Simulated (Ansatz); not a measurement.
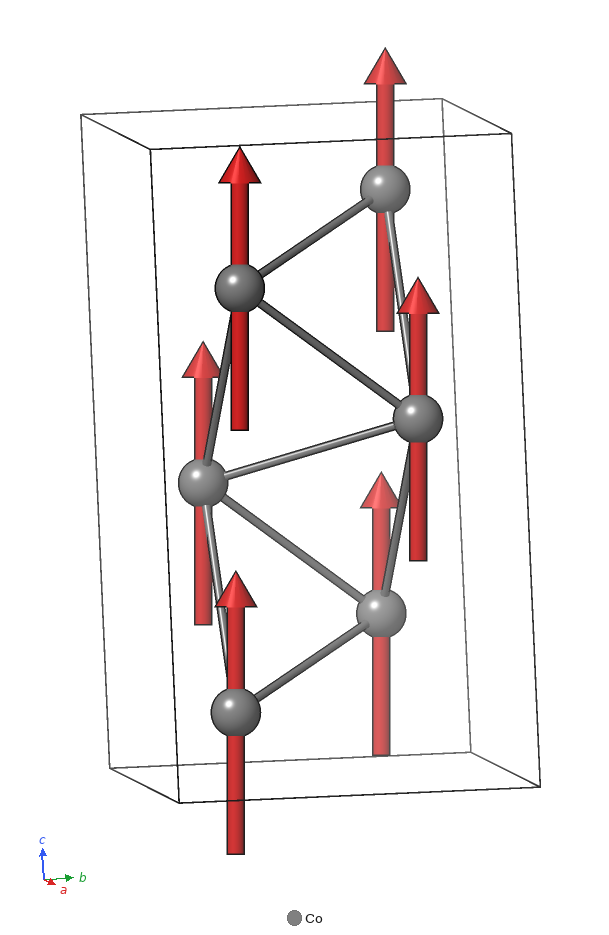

View slightly off an axis, drawn as a ball-and-stick model. The parallelepiped is the cell (the run's own, in a reduced setting). Arrows are the site magnetic moments above 0.25 μB; longer means larger, and red and blue are up and down (without spin-orbit coupling the axis itself is arbitrary).

This is the state reached for Co. Calculation details: DFT PBE, scalar-relativistic, plane waves, PAW in Ansatz; 420 eV cutoff, k-points about 0.19 Å⁻¹ apart, Gaussian smearing of 0.1 eV, collinear spins.

Read the magnetic state from the picture.

Ferromagnetic (within this cell). Site moments: 6 Co +1.7 μB. The net spin moment of the whole cell is 9.4 μB, including what lies between the atoms and on sites without an arrow.

The structure was taken from a structure listed in the Materials Project. The cell was then strained or its atoms displaced on purpose. It was the input of a calculation with Ansatz.
